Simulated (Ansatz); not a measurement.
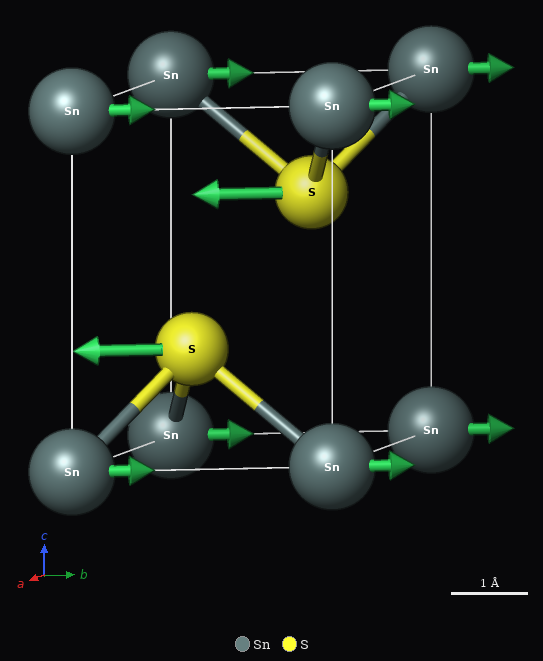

The lowest optical mode of solid SnS$_{2}$ relaxed at 25 GPa, space group P-3m1 (No. 164), at the zone centre. The green arrows give the relative displacements of the atoms. The picture is a ball-and-stick view of the cell of the calculation, seen slightly off an axis.

The calculation used Ansatz 0.2.0, DFT PBE+D3(BJ), scalar-relativistic, plane waves, PAW.

The input:
```yaml
crystal:
  lattice:
    - [3.4742706071, 0.0, 0.0]
    - [-1.7371353035, 3.0088066053, 0.0]
    - [0.0, 0.0, 4.8274019564]
  atoms:
    - { symbol: Sn, position: [0.0, 0.0, 0.0] }
    - { symbol: S, position: [0.6666666667, 0.3333333333, 0.3022730852] }
    - { symbol: S, position: [0.3333333333, 0.6666666667, 0.6977269148] }
basis:
  ecutwfc: 420
kpoints:
  mp_grid: { grid: [12, 12, 10] }
hamiltonian:
  xc: pbe
  dispersion: d3bj
scf:
  occupations: { method: fermi_dirac, width: 0.15 }
output:
  eigenvalues: true
phonons:
  method: dfpt
  eigenvectors: true
```

Launched with:
```bash
ansatz run input.yaml --threads 1 --pin off --max-ram 3072MiB --backend cpu --events-out ev --progress --plain --runs-dir out
```

The frequencies depend somewhat on the k-mesh and the smearing.

Is this crystal at a minimum with respect to the drawn distortion?

Answer. Yes: this softest mode has a real frequency, and so have all others here. That speaks for this wave vector alone: the rest of the zone wasn't checked in this run. This is the E_u mode (doubly degenerate; one member of the set is drawn) at 259 cm⁻¹, the lowest optical level, infrared-active by symmetry. The S sublattice moves against the Sn sublattice, along b; the kinetic energy is shared as S 65 %, Sn 35 %. The crystal is a metal, so free carriers screen the infrared response.
